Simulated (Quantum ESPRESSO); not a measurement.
## A series of single points on ZrB2

System: ZrB2 (P6/mmm, 3 atoms in the cell).
Method: Kohn-Sham DFT of a periodic cell, PBEsol, PseudoDojo 0.4.1 SR PBEsol standard, no spin polarisation (Quantum ESPRESSO 7.5).

The 7 runs differ only in the geometry, by an even scaling of the cell at fixed fractional positions. The structure derives from an entry of the Crystallography Open Database.

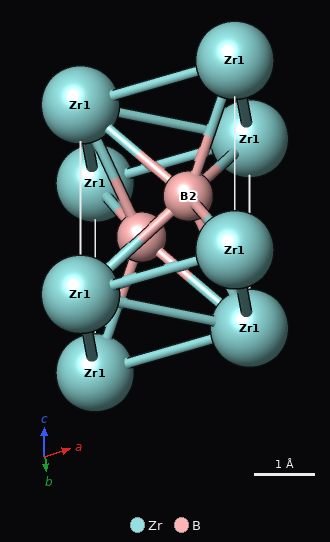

Figure 1. The structure of run 4 (ball-and-stick view of the cell of the calculation, seen at an oblique angle; atoms are numbered from 1 in the order of the input).

## Input of run 4
```
&CONTROL
  calculation = 'scf'
  prefix = 'pwscf'
  outdir = './tmp'
  pseudo_dir = './pseudo'
  tprnfor = .true.
  tstress = .true.
  disk_io = 'nowf'
/
&SYSTEM
  ibrav = 0
  nat = 3
  ntyp = 2
  ecutwfc = 76
  nbnd = 15
  occupations = 'smearing'
  smearing = 'fd'
  degauss = 0.00367493
/
&ELECTRONS
  conv_thr = 6d-10
  electron_maxstep = 120
  mixing_beta = 0.5
/
ATOMIC_SPECIES
Zr    91.2240 Zr.upf
B     10.8100 B.upf
CELL_PARAMETERS angstrom
   3.1700000000    0.0000000000    0.0000000000
  -1.5850000000    2.7453005300    0.0000000000
   0.0000000000    0.0000000000    3.5330000000
ATOMIC_POSITIONS crystal
Zr     0.0000000000    0.0000000000    0.0000000000
B      0.6666666667    0.3333333333    0.5000000000
B      0.3333333333    0.6666666667    0.5000000000
K_POINTS automatic
10 10 8 0 0 0
```

Command:
```bash
OMP_NUM_THREADS=1 pw.x -in pw.in > pw.out
```

Run 2 differs from it as follows:
```diff
-   3.1700000000    0.0000000000    0.0000000000
-  -1.5850000000    2.7453005300    0.0000000000
-   0.0000000000    0.0000000000    3.5330000000
+   3.1271569103    0.0000000000    0.0000000000
+  -1.5635784551    2.7081973259    0.0000000000
+   0.0000000000    0.0000000000    3.4852509034
```

## Results, with one run withheld

| run | volume per atom (Å³) | free energy per atom, from the lowest run given (meV) | pressure (GPa) |
| --- | --- | --- | --- |
| 1 | 9.634 | 17.50 | 12.74 |
| 2 | 9.839 | ? | ? |
| 3 | 10.044 | 0.00 | 1.23 |
| 4 | 10.249 | 1.59 | −3.72 |
| 5 | 10.454 | 9.20 | −8.20 |
| 6 | 10.659 | 22.28 | −12.26 |
| 7 | 10.864 | 40.31 | −15.94 |

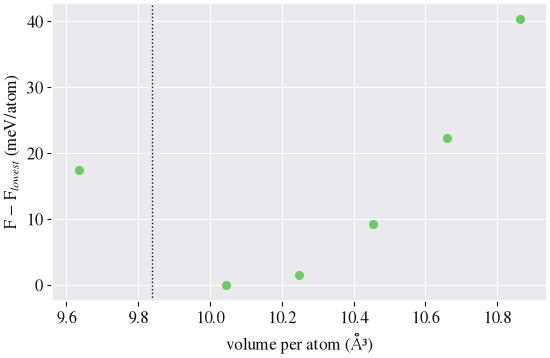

Figure 2. Free energy per atom of the runs given; the dotted line marks run 2.

Fit the runs given and predict run 2.

A cubic polynomial in V^(−2/3) (the Birch–Murnaghan form), fitted to the 6 runs given, misses them by under 0.01 meV per atom. With x = V^(−2/3) − 0.21119 Å⁻², it reads F = 3.051 − 2243.2 x + 3.872e+05 x² − 1.0794e+05 x³ (meV per atom). At run 2 it gives 5.07 meV per atom, and the run itself gives 5.07. The slope of the fit gives a pressure −dF/dV of 6.74 GPa there, and the run prints 6.70 GPa. The fit has its minimum at 10.095 Å³ per atom, where V d²F/dV² gives 250 GPa. Cell shape and fractional positions are held, so this is the stiffness under even scaling; the relaxed bulk modulus wasn't computed.

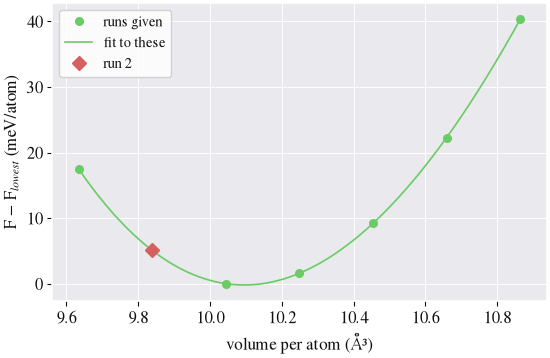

Figure 3. The fit and the withheld run.

## Some lines of the output (run 2)
```
[...]
     unit-cell volume          =     199.1868 (a.u.)^3
     number of k points=    70  Fermi-Dirac smearing, width (Ry)=  0.0037
     total energy              =    -113.09759504 Ry
     total energy              =    -113.17001786 Ry
     total energy              =    -113.17692422 Ry
     total energy              =    -113.17706677 Ry
     total energy              =    -113.17707069 Ry
     total energy              =    -113.17707100 Ry
     total energy              =    -113.17707102 Ry
     the Fermi energy is    16.3494 ev
!    total energy              =    -113.17707102 Ry
     The total energy is F=E-TS. E is the sum of the following terms:
     Computing stress (Cartesian axis) and pressure
          total   stress  (Ry/bohr**3)                   (kbar)     P=       66.95
```
